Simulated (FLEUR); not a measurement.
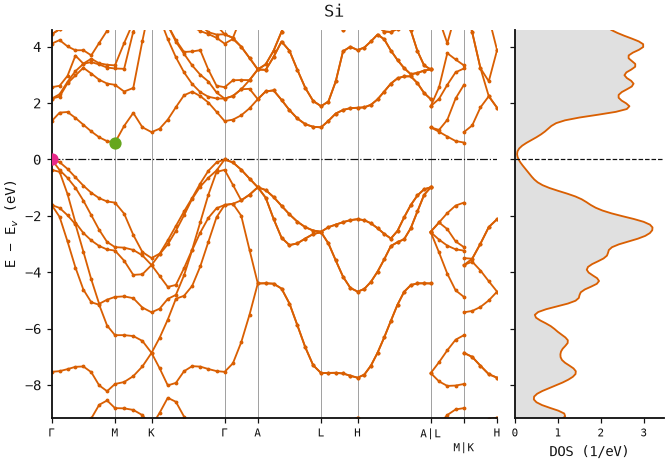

Band structure and density of states of hexagonal-diamond (lonsdaleite-type) Si, space group P6_3/mmc (No. 194), 4 atoms in the cell (a = 3.831 Å, c = 6.333 Å (hexagonal axes)). Computed with FLEUR: r2SCAN, all-electron, no spin polarisation, no spin-orbit coupling, 8×8×4 k mesh. Energies are counted from the top of the valence band. The DOS curve is built from the levels of the k mesh with Gaussians 0.55 eV wide, which also blur the band edges; ripples of that width can come from the mesh.

The bands leave a gap. The gap along this path is 0.60 eV and indirect, from the valence-band top at Γ to the conduction-band bottom at M; the smallest direct gap is 1.36 eV, at Γ. Two bands meet at the valence-band top at Γ: it is doubly degenerate (spin aside). The top valence band spans 3.5 eV and the lowest conduction band 2.4 eV. The direct gaps are 3.12 eV at A, 2.13 eV at M and 3.95 eV at H.

The meta-GGA is that of a development version, with a GGA for the radial functions and cores and without core tails. LDA, GGA and most meta-GGA functionals understate gaps. This isn't the form of Si at room conditions, which is diamond.
